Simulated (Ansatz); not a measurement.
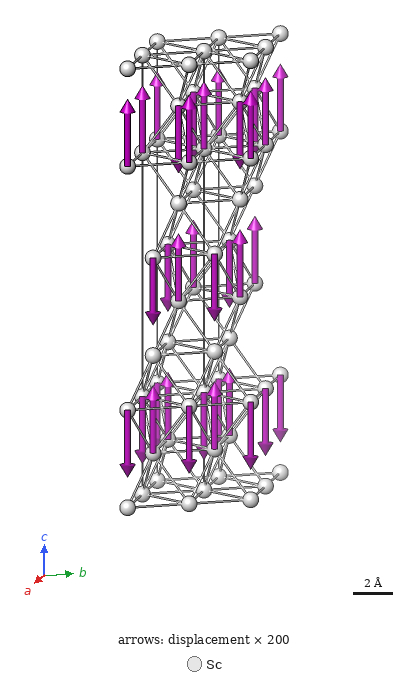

This is a relaxation of a crystal of Sc (a generated structure, set up in R-3m). The starting structure is drawn; purple arrows show the displacements (the part carried along by the change of the cell is left out), 200 times their true length.

The picture is a ball-and-stick view of the cell of the calculation, reduced to other axes, repeated 2 × 2 × 1 with one cell outlined, seen slightly off an axis. Lengths and directions refer to the drawn axes.

Case: stacking ABABCBCAC.

Level of theory: DFT PBE, scalar-relativistic, plane waves, PAW in Ansatz 0.2.0. Settings: plane-wave cutoff 420 eV; k-point mesh 12 × 12 × 2; occupations gaussian; smearing width 0.1 eV; no spin polarisation; cell and atoms relaxed; force threshold 0.01 eV/Å; at most 45 steps.

Q: Describe the change and its energy.

A: After 2 accepted moves (3 points after the start) the energy has fallen by 12.4 meV per cell of the calculation. The largest force component goes from 0.12 to 0.0013 eV/Å. The pressure goes from −0.04 to −0.01 GPa. The SCF was repeated once at an unchanged geometry on a basis and grid sized afresh for the cell, which shifted the energy by less than 0.05 meV per cell of the calculation at most. The largest moves relative to the cell, 0.018 Å, are those of Sc atoms. The drawn cell changes as follows: a = b 3.318 → 3.303 Å (−0.4 %), c 23.244 → 23.442 Å (+0.9 %); the volume changes by −0.1 %. Among the contacts that change: Sc–Sc 3.216 → 3.243 Å, Sc–Sc 3.216 → 3.199 Å, Sc–Sc 3.318 → 3.303 Å. The space group stays R-3m (No. 166). Cost: 110 s on 1 thread of Arm Neoverse V2, with other jobs on the host, peak memory 0.66 GiB.
